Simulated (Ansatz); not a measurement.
Ir

The calculation's input:

```
crystal:
  lattice:
    - [2.7016419691, 0.0, 0.0]
    - [-1.3508209846, 2.3396905772, 0.0]
    - [0.0, 0.0, 4.3773472899]
  atoms:
    - { symbol: Ir, position: [0.6666666667, 0.3333333333, 0.75] }
    - { symbol: Ir, position: [0.3333333333, 0.6666666667, 0.25] }
basis:
  ecutwfc: 500
kpoints:
  mp_grid: { grid: [18, 18, 10] }
hamiltonian:
  xc: r2scan
scf:
  occupations: { method: gaussian, width: 0.1 }
output:
  forces: true
  stress: true
  eigenvalues: true
  write_density: true
  write_potential: true
  elf: true
  volumetric_format: npy
relax:
  adjacent_minimum: "off"
  f_tol: 0.01
  max_steps: 30
  cell: { stress_tol: 0.1, fix: [volume] }
```

Run with:

```sh
ansatz run input.yaml --threads 1 --pin off --max-ram 2560MiB --backend cpu --events-out ev --progress --plain --runs-dir out
```

Below, planes, directions and counts refer to the conventional cell (a = 2.70 Å, b = 2.70 Å, c = 4.38 Å, α = 90.00°, β = 90.00°, γ = 120.00°).

The fields are those of the run's last geometry, not of the input's.

Space group P6₃/mmc; a structure from a database of computed crystals, not necessarily the ambient phase; changed on purpose from its base cell (volume × 0.97, shape and atoms relaxed); computed pressure about 12 GPa in this cell; computed without spin polarisation.

Level of theory: DFT r2SCAN, scalar-relativistic, plane waves, PAW (Ansatz).

Question: Predict the valence pseudo-density and electron localisation function between the atoms.

Answer: Ir–Ir (2.70 Å): ρ is about 0.46 e/Å³ halfway; the ELF is about 0.35 at the midpoint.

Question: Does the calculation make it a metal, or give it a gap?

Answer: It is metallic or semimetallic at this level of theory: no gap opens.

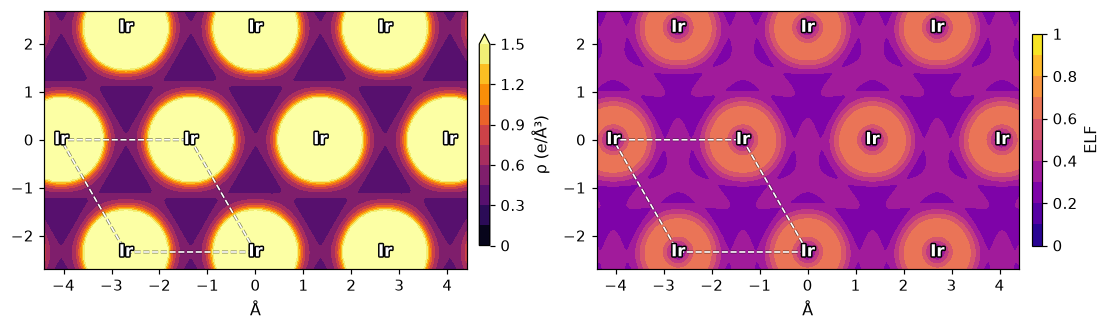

Computed valence pseudo-density and electron localisation function on the (001) plane of the conventional cell, in this order. 

In a PAW calculation such maps are meaningful between the atoms, not at the nuclei.
